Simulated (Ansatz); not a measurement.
# SiC₄: what the fields show

Input file:

```
crystal:
  lattice:
    - [-2.0694554655, 2.0694554655, 3.6858245886]
    - [2.0694554655, -2.0694554655, 3.6858245886]
    - [2.0694554655, 2.0694554655, -3.6858245886]
  atoms:
    - { symbol: Si, position: [0.5, 0.5, 0.0] }
    - { symbol: C, position: [0.8232338452, 0.8232338452, 0.6464676905] }
    - { symbol: C, position: [0.1767661548, 0.1767661548, 0.3535323095] }
    - { symbol: C, position: [0.8232338452, 0.1767661548, 0.0] }
    - { symbol: C, position: [0.1767661548, 0.8232338452, 0.0] }
basis:
  ecutwfc: 420
kpoints:
  mp_grid: { grid: [12, 12, 12] }
hamiltonian:
  xc: pbe
scf:
  occupations: { method: gaussian, width: 0.1 }
output:
  forces: true
  stress: true
  eigenvalues: true
  write_density: true
  write_potential: true
  elf: true
  volumetric_format: npy
relax:
  adjacent_minimum: "off"
  f_tol: 0.01
  max_steps: 80
  cell: { stress_tol: 0.05 }
```

Launched as:

```sh
ansatz run input.yaml --threads 1 --pin off --max-ram 2560MiB --backend cpu --events-out ev --progress --plain --runs-dir out
```

Below, planes, directions and counts refer to the conventional cell (a = 4.13 Å, b = 4.13 Å, c = 7.54 Å, α = 90.00°, β = 90.00°, γ = 90.00°).

The fields are those of the run's last geometry, not of the input's.

Space group I4/mmm; a structure generated by program, which may or may not match a known phase.

All numbers below come from Ansatz 0.2.0, DFT PBE, scalar-relativistic, plane waves, PAW.

In a PAW calculation such maps are meaningful between the atoms, not at the nuclei.

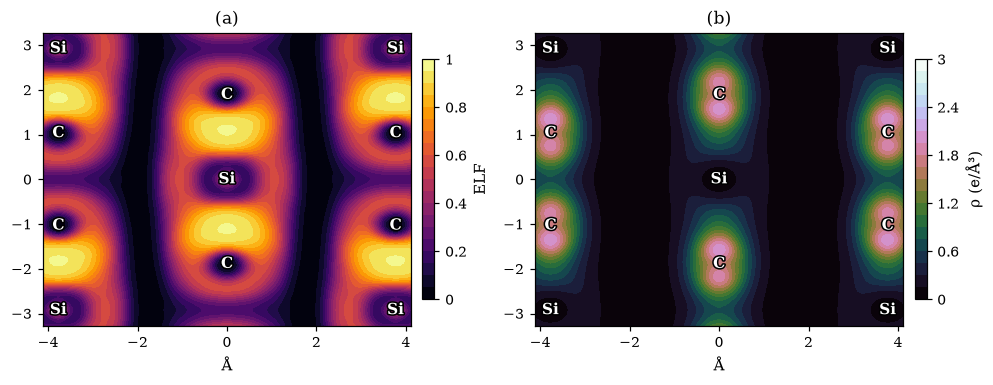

Figure 1. (a) ELF; (b) valence electron density on the (110) plane of the conventional cell.

Interpret the plot.

- Atoms in the plane: Si and C.
- Si–C (1.89 Å): ρ at the midpoint is about 0.9 e/Å³; the ELF peaks at about 0.95 between the atoms.
- Between the atoms the lowest density in this plane is 0.02 e/Å³.

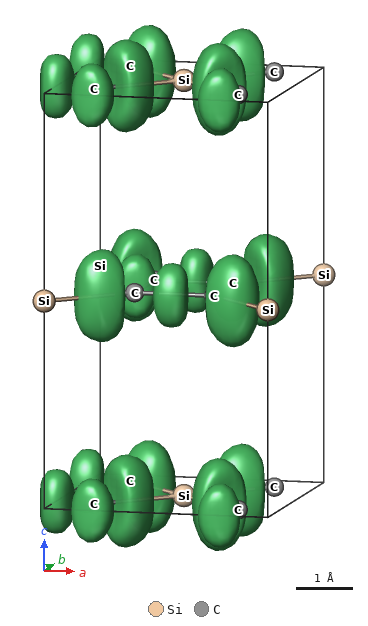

Figure 2. Isosurface of the electron localisation function at 0.8 (green), seen slightly off an axis. Core shells and regions of very low density are left out. Sticks mark near contacts.

Where are the electrons localised?

The ELF exceeds this value in eight regions between bonded C–C atoms and eight regions between bonded C–Si atoms, counted in one cell of 10 atoms. Regions shared between cells count once. Along the contacts the grid gives the following. C–C (1.46 Å): the ELF peaks at about 0.95 between the atoms.

Metal or insulator at this level of theory?

It is gapless in this calculation (a metal or semimetal).
